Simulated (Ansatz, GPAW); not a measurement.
# A 9-layer slab of Nb(100): work function by functional and basis, part 3 of 4

How far do functional and basis move the work function of a 9-layer slab of Nb(100)?

GPAW 26.7.0 and Ansatz 0.2.0; Ansatz plane waves; slab in vacuum with a dipole correction, relaxation (the session's first sound run).

So far, upper work function (eV): step 2 (relaxation, PBE) 3.62; step 3 (the slab's potential, PBE, GPAW) 3.62; step 4 (self-consistent run: xc = "RPBE") 3.47; step 5 (self-consistent run: xc = "revPBE") 3.49.

**6. Self-consistent run: xc = "LDA"**

Level of this step: GPAW, PAW setups; slab in vacuum (GPAW).

The same geometry under LDA, to see how far the functional moves the levels against the vacuum.

Contents of run.py:

```python
import json
import numpy as np
from ase import Atoms
from gpaw import GPAW, PW

slab = Atoms(
    ['Nb', 'Nb', 'Nb', 'Nb', 'Nb', 'Nb', 'Nb', 'Nb', 'Nb'],
    positions=[
        [0.00000, 0.00000, 8.00000],
        [1.65000, 1.65000, 9.65000],
        [0.00000, 0.00000, 11.30000],
        [1.65000, 1.65000, 12.95000],
        [-0.00000, 0.00000, 14.61904],
        [1.65000, 1.65000, 16.24566],
        [-0.00000, 0.00000, 17.95973],
        [1.65000, 1.65000, 19.61243],
        [0.00000, 0.00000, 21.07836]],
    cell=[[3.3, 0.0, 0.0], [0.0, 3.3, 0.0], [0.0, 0.0, 29.2]],
    pbc=[True, True, False])

slab.calc = GPAW(mode=PW(400), xc='LDA', kpts={'size': (10, 10, 1), 'gamma': True},
                 occupations={'name': 'fermi-dirac', 'width': 0.1}, nbands='160%',
                 convergence={'density': 1e-05}, maxiter=200,
                 poissonsolver={'dipolelayer': 'xy'},
                 symmetry={'tolerance': 1e-3}, txt='slab.txt')
result = {}
energy = slab.get_potential_energy()
fermi = slab.calc.get_fermi_level()
v = slab.calc.get_electrostatic_potential().mean((0, 1)) - fermi
n = slab.calc.get_pseudo_density().mean((0, 1))
L = slab.cell[2, 2]
z = np.arange(len(v)) * L / len(v)
low, high = slab.positions[:, 2].min(), slab.positions[:, 2].max()
below, above = np.interp([low - 5.8, high + 5.8], z, v)
slopes = [np.interp(x, z, np.gradient(v, z)) for x in (low - 5.8, high + 5.8)]
eps = np.array([[slab.calc.get_eigenvalues(k, s) for k in range(len(slab.calc.get_ibz_k_points()))]
                for s in range(slab.calc.get_number_of_spins())]) - fermi
top, bottom = eps[eps < 0].max(), eps[eps > 0].min()
dipole = slab.get_dipole_moment()[2]
print(f'energy {energy:.4f} eV, Fermi level {fermi:.4f} eV, dipole {dipole:.5f} e A')
print(f'potential 5.8 A off the faces, from the Fermi level: lower {below:.4f} eV, upper {above:.4f} eV')
print(f'slope of the potential there: lower {slopes[0]:.5f}, upper {slopes[1]:.5f} eV/A')
print(f'nearest levels on the mesh: {top:.4f} and {bottom:.4f} eV')
print('magnetic moment', round(slab.get_magnetic_moment(), 3))
result.update(energy=energy, fermi=fermi, dipole=dipole, below=below, above=above, slopes=slopes, edges=[top, bottom],
              z=z.tolist(), v=v.tolist(), n=n.tolist(), positions=slab.positions.tolist(),
              forces=slab.get_forces(apply_constraint=False).tolist(), moments=slab.get_magnetic_moments().tolist())
json.dump(result, open('result.json', 'w'))
```

Command:

```sh
$ OMP_NUM_THREADS=1 OPENBLAS_NUM_THREADS=1 python run.py
```

The program printed:

```text
energy -98.7599 eV, Fermi level 3.8917 eV, dipole 0.00651 e A
potential 5.8 A off the faces, from the Fermi level: lower 4.0063 eV, upper 3.8998 eV
slope of the potential there: lower -0.00039, upper 0.00045 eV/A
nearest levels on the mesh: -0.0002 and 0.0004 eV
magnetic moment 0.0
```

Run time: 20 min. Hardware: 1 thread of Arm Neoverse N1, shared host; peak memory 0.42 GiB.

Numbers from this step:

| Quantity | Value |
| --- | --- |
| dipole along the normal | 0.006506 e·Å |
| levels nearest the Fermi level on the mesh | -2.15e-4, 3.57e-4 eV from the Fermi level |
| upper work function | 3.900 eV |
| lower work function | 4.006 eV |

The upper face's work function is 3.900 eV, against 3.625 eV in the first plane-wave PBE run at this geometry.

**7. Self-consistent run: xc = "vdW-DF2"**

The same geometry under vdW-DF2, to see how far the functional moves the levels against the vacuum (the van der Waals functionals take revPBE setups).

Changes to run.py since step 6:

```diff
@@ -20,3 +20,3 @@
 
-slab.calc = GPAW(mode=PW(400), xc='LDA', kpts={'size': (10, 10, 1), 'gamma': True},
+slab.calc = GPAW(mode=PW(400), xc='vdW-DF2', kpts={'size': (10, 10, 1), 'gamma': True},
                  occupations={'name': 'fermi-dirac', 'width': 0.1}, nbands='160%',
```

The program printed:

```text
energy -808.5254 eV, Fermi level 4.0752 eV, dipole 0.00553 e A
potential 5.8 A off the faces, from the Fermi level: lower 4.1560 eV, upper 4.0659 eV
slope of the potential there: lower -0.00085, upper 0.00092 eV/A
nearest levels on the mesh: -0.0172 and 0.0020 eV
magnetic moment 0.0
```

Wall time 21 min (1 thread); peak memory 0.59 GiB.

This step gave:

```
dipole along the normal                    : 0.005530 e·Å
levels nearest the Fermi level on the mesh : -0.01725, 0.001979 eV from the Fermi level
upper work function                        : 4.066 eV
lower work function                        : 4.156 eV
```

The electrostatic potential energy of an electron (without an applied field's), less the Fermi level, planar mean oscillates, so the rows of the table below give means over windows of 1.62 Å about each position, cut where the curve ends. Its maxima inside the range that stand out by 2 % of the span (Å: eV): 8.9: -6.56, 10.5: -6.59, 12.1: -6.57, 13.7: -6.31, 15.5: -6.85, 17.1: -5.77, 18.8: -6.60, 20.3: -9.32. Its minima: 8.0: -17.5, 9.6: -17.2, 11.2: -17.2, 13.0: -17.2, 14.6: -17.2, 16.2: -17.2, 18.0: -17.3, 19.6: -17.4, 21.1: -17.7.

The electrostatic potential energy of an electron (without an applied field's), less the Fermi level, planar mean by z; means over each step:

```
z (Å)  electrostatic potential energy of an electron (without an applied field's), less the Fermi level, planar mean (eV)
 0.81                                                                                                                4.15
 2.43                                                                                                                4.16
 4.05                                                                                                                4.13
 5.67                                                                                                                3.61
 7.29                                                                                                               -6.22
 8.91                                                                                                               -11.6
10.53                                                                                                               -11.6
12.15                                                                                                               -11.6
13.77                                                                                                               -11.3
15.39                                                                                                               -11.8
17.01                                                                                                               -10.8
18.63                                                                                                               -11.6
20.25                                                                                                               -13.7
21.87                                                                                                               -5.21
23.49                                                                                                                3.62
25.11                                                                                                                4.05
26.73                                                                                                                4.07
28.35                                                                                                                4.07
```

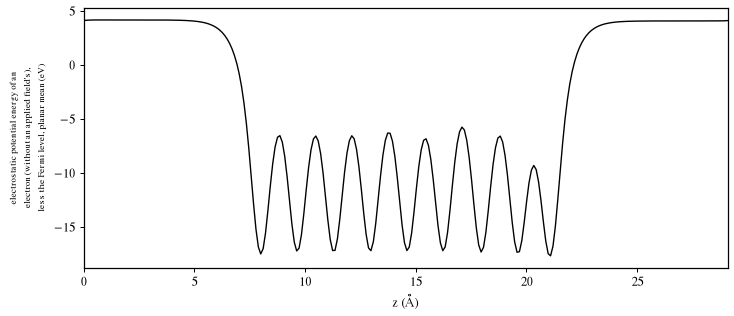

Electrostatic potential energy of an electron (without an applied field's), less the Fermi level, planar mean against z.

The upper face's work function is 4.066 eV, against 3.625 eV in the first plane-wave PBE run at this geometry.

**8. OptPBE vdW: xc = "optPBE-vdW"**

The same geometry under optPBE-vdW, to see how far the functional moves the levels against the vacuum (the van der Waals functionals take revPBE setups).

Changes to run.py since step 7:

```diff
@@ -20,3 +20,3 @@
 
-slab.calc = GPAW(mode=PW(400), xc='vdW-DF2', kpts={'size': (10, 10, 1), 'gamma': True},
+slab.calc = GPAW(mode=PW(400), xc='optPBE-vdW', kpts={'size': (10, 10, 1), 'gamma': True},
                  occupations={'name': 'fermi-dirac', 'width': 0.1}, nbands='160%',
```

The program printed:

```text
energy -209.5393 eV, Fermi level 4.0583 eV, dipole 0.00637 e A
potential 5.8 A off the faces, from the Fermi level: lower 3.9685 eV, upper 3.8642 eV
slope of the potential there: lower -0.00084, upper 0.00088 eV/A
nearest levels on the mesh: -0.0031 and 0.0038 eV
magnetic moment 0.0
```

Elapsed: 21 min, on 1 thread; peak memory 0.59 GiB.

This step gave:

```
dipole along the normal                    : 0.006373 e·Å
levels nearest the Fermi level on the mesh : -0.003139, 0.003792 eV from the Fermi level
upper work function                        : 3.864 eV
lower work function                        : 3.969 eV
```

The electrostatic potential energy of an electron (without an applied field's), less the Fermi level, planar mean oscillates, so the rows of the table below give means over windows of 1.62 Å about each position, cut where the curve ends. Its maxima inside the range that stand out by 2 % of the span (Å: eV): 8.9: -6.36, 10.5: -6.38, 12.1: -6.35, 13.7: -6.10, 15.5: -6.63, 17.1: -5.55, 18.8: -6.38, 20.3: -9.12. Its minima: 8.0: -17.4, 9.6: -17.0, 11.2: -17.0, 13.0: -17.0, 14.6: -17.0, 16.2: -17.0, 18.0: -17.1, 19.6: -17.1, 21.1: -17.5.

Electrostatic potential energy of an electron (without an applied field's), less the Fermi level, planar mean against z; means over each step:

```
z (Å)  electrostatic potential energy of an electron (without an applied field's), less the Fermi level, planar mean (eV)
 0.81                                                                                                                3.96
 2.43                                                                                                                3.97
 4.05                                                                                                                3.95
 5.67                                                                                                                3.46
 7.29                                                                                                               -6.17
 8.91                                                                                                               -11.4
10.53                                                                                                               -11.4
12.15                                                                                                               -11.3
13.77                                                                                                               -11.1
15.39                                                                                                               -11.6
17.01                                                                                                               -10.6
18.63                                                                                                               -11.4
20.25                                                                                                               -13.5
21.87                                                                                                               -5.16
23.49                                                                                                                3.46
25.11                                                                                                                3.85
26.73                                                                                                                3.86
28.35                                                                                                                3.87
```

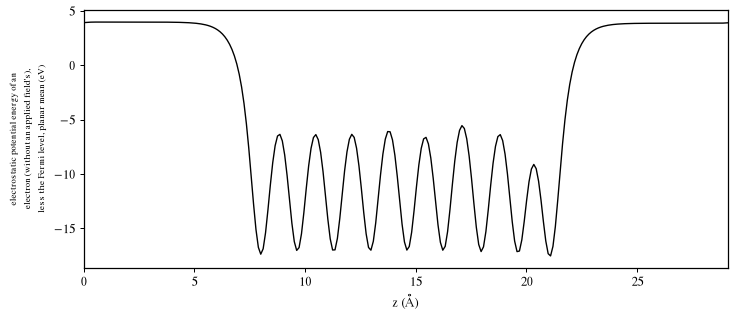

Electrostatic potential energy of an electron (without an applied field's), less the Fermi level, planar mean against z.

The upper face's work function is 3.864 eV, against 3.625 eV in the first plane-wave PBE run at this geometry.

**9. Real-space grid: mode = "fd"**

A real-space grid is a second complete basis, so it checks the plane-wave result.

Changes to run.py since step 8:

```diff
@@ -3,3 +3,3 @@
 from ase import Atoms
-from gpaw import GPAW, PW
+from gpaw import GPAW
 
@@ -20,3 +20,3 @@
 
-slab.calc = GPAW(mode=PW(400), xc='optPBE-vdW', kpts={'size': (10, 10, 1), 'gamma': True},
+slab.calc = GPAW(mode='fd', h=0.18, xc='PBE', kpts={'size': (10, 10, 1), 'gamma': True},
                  occupations={'name': 'fermi-dirac', 'width': 0.1}, nbands='160%',
```

The program printed:

```text
energy -89.9270 eV, Fermi level -3.6847 eV, dipole 0.00731 e A
potential 5.8 A off the faces, from the Fermi level: lower 3.7453 eV, upper 3.6238 eV
slope of the potential there: lower -0.00038, upper 0.00034 eV/A
nearest levels on the mesh: -0.0077 and 0.0072 eV
magnetic moment 0.0
```

Elapsed: 2.3 h, on 1 thread; peak memory 3 GiB.

This step gave:

| Property | Result |
| --- | --- |
| dipole along the normal | 0.007312 e·Å |
| levels nearest the Fermi level on the mesh | -0.007726, 0.007220 eV from the Fermi level |
| upper work function | 3.624 eV |
| lower work function | 3.745 eV |

The upper face's work function is 3.624 eV, against 3.625 eV in the first plane-wave PBE run at this geometry.

**10. All levels side by side**

Times are for 1 thread of Arm Neoverse N1, shared host. The runs compared:

```
no.         run  upper work function (eV)  lower work function (eV)    time  memory (GiB)
  1          pw                     3.625                     3.746  21 min          0.42
  2        RPBE                     3.470                     3.595  23 min          0.42
  3      revPBE                     3.487                     3.614  24 min          0.42
  4         LDA                     3.900                     4.006  20 min          0.42
  5     vdW DF2                     4.066                     4.156  21 min          0.59
  6  optPBE vdW                     3.864                     3.969  21 min          0.59
  7          fd                     3.624                     3.745   2.3 h             3
```

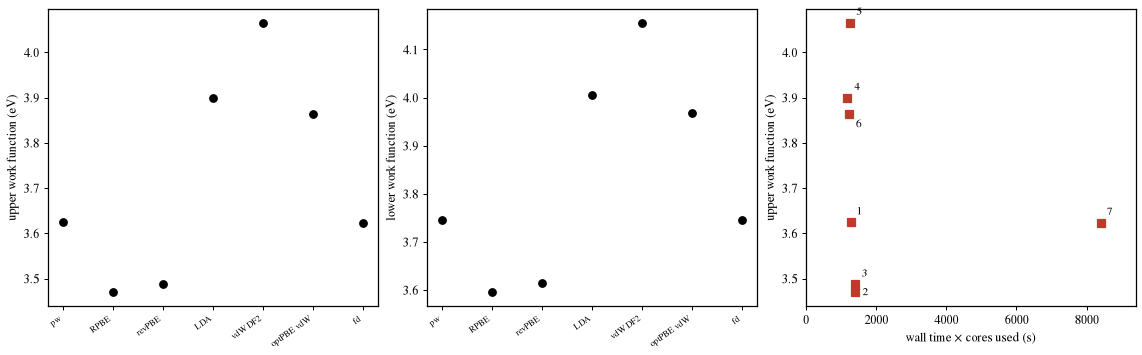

The series as plots; the last panel sets the first result against cost, with the runs numbered as in the table.

(Continued in part 4 of 4.)

[Logs are printed without paths, hosts, clocks, repeated set-up lines and the standing remarks that a program may print on its own settings, such as how far it seeks lower states.]

[Hosts, paths, dates, database ids (printed as entryN), source tags and the programs' standing remarks are cut or masked in the printed files.]
